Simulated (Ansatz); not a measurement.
# A defect in a wire: armchair SiC nanoribbon (N = 5, H edges), Fe in place of one C, part 2 of 4

Aim: how much does this defect scatter, and at which energies?

Ansatz 0.2.0; DFT PBE, plane waves, PAW; relaxation of a wire's period (the session's first sound run).

So far. Step 2 (Relaxation of atoms and period): The cell's length comes to 5.403 Å with spin left out.

## Step 3: The wire at its relaxed period

This step: DFT PBE, plane waves, PAW; channels and complex bands of a perfect wire (Ansatz 0.2.0).

At the relaxed period the Bloch states of the perfect wire are found at each energy: those that move forward count the open channels, and those that decay describe how a disturbance dies away inside the wire itself. An energy step of 0.035 eV is under the 0.039 eV that the program asks for its thermal average at 300 K.

input.yaml

```yaml
crystal:
  lattice:
    - [15.66, 0.0, 0.0]
    - [0.0, 7.0, 0.0]
    - [0.0, 0.0, 5.4028416522]
  atoms:
    - { symbol: Si, position: [0.305839606, 0.5, 0.007676056] }
    - { symbol: Si, position: [0.500008111, 0.5, 0.000966042] }
    - { symbol: Si, position: [0.694176616, 0.5, 0.007676056] }
    - { symbol: C, position: [0.303635706, 0.5, 0.330669961] }
    - { symbol: C, position: [0.500008111, 0.5, 0.332718261] }
    - { symbol: C, position: [0.696380516, 0.5, 0.330669961] }
    - { symbol: H, position: [0.242224268, 0.5, 0.425996358] }
    - { symbol: H, position: [0.757791954, 0.5, 0.425996358] }
    - { symbol: Si, position: [0.400863003, 0.5, 0.499695736] }
    - { symbol: Si, position: [0.599153219, 0.5, 0.499695736] }
    - { symbol: C, position: [0.401598366, 0.5, 0.831961249] }
    - { symbol: C, position: [0.598417856, 0.5, 0.831961249] }
    - { symbol: H, position: [0.223021076, 0.5, 0.8712367] }
    - { symbol: H, position: [0.776995146, 0.5, 0.8712367] }
kpoints:
  mp_grid: { grid: [1, 1, 15] }
scf:
  occupations: { method: fermi_dirac, width: 0.05 }
hamiltonian:
  xc: pbe
output:
  transmission:
    e_range: [-1.26, 1.26]
    de: 0.035
    kmesh: [1, 1]
    reduced_basis: true
    leads: [[0, 0]]
basis:
  ecutwfc: "350 eV"
```

Command:

```
ansatz run input.yaml --threads 4 --pin off --max-ram 16384MiB --backend cpu --events-out ev --progress --plain --runs-dir out
```

Numbers of over 12 decimals in the logs are rounded to 6 here.

The log of the run:

```text
Warning: basis.ecutwfc = 350 eV is below the records' recommended 420 eV, and the density's cutoff is lower with it unless basis.ecutrho_ratio is high enough to keep the records' density cutoff: compare with a run at a higher cutoff
[...]
Crystal: 14 atoms, lattice volume = 592.260 Å³
Basis set: ecut = 350 eV, 8787 PW (Γ)
Bands: 36, of which v1, the nominal top of the filled ones, is band 22 counted from 1 (21 counted from 0)
Symmetry: 4 space group operations
[...]
k-points: 8 of 15 (time reversal used)
[...]
SCF iter   1: F=—  HF=-4493.010511 eV  |F-HF|=—  |Δ(HF+E_count)|=         —  Δρ=2.15e-3  dr2=3.64e-2  ethr=1.77e-3  ⟨swp⟩=9.0  Hψ=1789  notcnv=0  defer=9
[...]
SCF iter   8: F=-4493.026680 eV  HF=-4493.026680 eV  |F-HF|=1.07e-8  |Δ(HF+E_count)|=   1.52e-7  Δρ=1.75e-6  dr2=1.69e-8  ethr=2.27e-10  ⟨swp⟩=13.4  Hψ=1442  notcnv=0
SCF 1 converged in 8 iterations: F = -4493.026680 eV  dr2 = 1.69e-8
[...]
transmission: 7 of 42 steps passed
transmission: 14 of 42 steps passed
[...]
transmission: 42 of 42 steps passed
Second SCF, for the conductance: iteration 1, dr2 3.819e-8 eV
Second SCF, for the conductance: iteration 2, dr2 9.496e-9 eV
Second SCF, for the conductance: iteration 3, dr2 1.905e-9 eV
transmission: 7 of 42 steps passed
transmission: 14 of 42 steps passed
[...]
transmission: 42 of 42 steps passed
SCF converged after 8 iterations
Free energy (F): -4493.026680 eV
[...]
Internal energy: -4493.026680 eV  (E = F + TS)
E sigma→0 (E₀):  -4493.026680 eV
Fermi energy:    -1.041663 eV
[...]
--- Band table (eV; the first three rows and the last of 8) ---
  k-point 0: bands = [... 18 lower, -4.0571, -3.0455, -2.6456, -2.1349, 0.0607, 0.2618, 0.8669, 1.0758, ... 10 higher]
  k-point 1: bands = [... 18 lower, -4.0881, -3.0423, -2.7201, -2.1856, 0.0982, 0.3544, 0.8854, 1.0421, ... 10 higher]
  k-point 2: bands = [... 18 lower, -4.1860, -3.0562, -2.8930, -2.3263, 0.2014, 0.5881, 0.9429, 0.9655, ... 10 higher]
  k-point 7: bands = [... 18 lower, -4.4426, -3.8317, -3.4581, -2.8389, 0.2859, 1.0838, 1.7310, 1.7586, ... 10 higher]
--- Transmission ---
  basis      : 799 plane waves across, 7 finite elements along
  points     : 1, standing for a mesh of 1 x 1
  filling    : by a second SCF (3 iterations) under fermi_dirac of width 0.025852 eV on a mesh of 1 x 1 x 19, whose Fermi level is -1.039093 eV
  energies   : 73 from -1.260000 to 1.260000 eV about the Fermi level, 0.035000 eV apart; the leads are filled to 0.000000 eV, and channels, transmission and decay are at 0.000000 eV
  crystal 0  : C5H4Si5, at the sites [0, 0], period 5.4028 Å: whole cells are its period
    offset         : up to 0.0000 Å between an atom of the period and one for which it stands
    filled         : 3.8 meV over the level at which it is neutral
    channels       : 0.000000e0 a spin
    conductance    : none, the energies end too early or step too widely for 300 K: set another output.transmission.e_range or a lower de, or, where they end at an eighth of basis.ecutwfc, a higher one
    slowest decay  : 0.2155 /Å at (0.0000, 0.0000)
```

Run time: 3.4 min. Hardware: 4 threads of Arm Neoverse V2, shared host; peak memory 1.5 GiB; 12 min of CPU time.

Reading the cycles: dr2 is the Hartree energy of the density residual (eV), the measure of convergence; HF is the Harris–Foulkes estimate of the energy, which meets the free energy F at convergence.

This step gave:

- channels at the energy nearest the Fermi level, one spin: 0
- slowest decay in the lead at the energy nearest the Fermi level: 0.2155 Å⁻¹
- band gap: 2.196 eV

Open channels of the lead, one spin against energy, zero at the Fermi level:

```tsv
energy (eV)	open channels of the lead, one spin
-1.190	1
-1.015	0
-0.805	0
-0.595	0
-0.385	0
-0.210	0
0.000	0
0.210	0
0.385	0
0.595	0
0.805	0
1.015	0
1.190	1
```

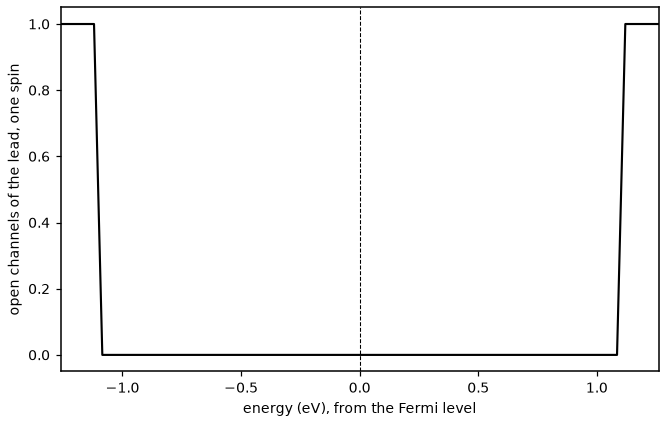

Open channels of the lead, one spin, plotted against energy.

The slowest values at each energy, most degenerate partners merged, listed up to 1.5 1/Å. Im kz of the slowest decaying states against energy, zero at the Fermi level:

```tsv
energy (eV)	decay 1 (Å⁻¹)	decay 2 (Å⁻¹)	decay 3 (Å⁻¹)	decay 4 (Å⁻¹)
-1.015	0.0984	0.183	0.373	0.382
-0.490	0.215	0.229	0.371	0.383
0.000	0.216	0.264	0.363	0.377
0.490	0.192	0.247	0.348	0.354
1.015	0.112	0.126	0.233	0.323
```

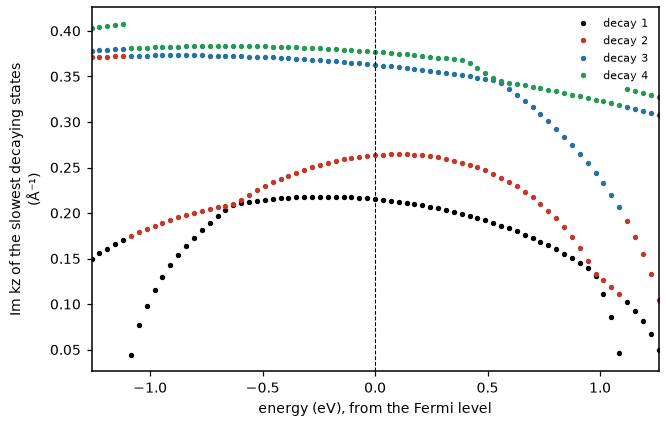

Im kz of the slowest decaying states, plotted against energy.

By hand: a barrier of this wire, of length L, would pass T ∝ exp(−2κL) at this energy; with κ = 0.215 Å⁻¹ one decade takes ln 10 / (2κ) = 5.34 Å.

At the computed energy nearest the Fermi level there are 0 channels a spin; the gap is 2.20 eV.

[end of part 2 of 4]

[Logs are printed without paths, hosts, clocks, repeated set-up lines and the standing remarks that a program may print on its own settings, such as how far it seeks lower states.]

[Hosts, paths, dates, database ids (printed as entryN), source tags and the programs' standing remarks are cut or masked in the printed files.]
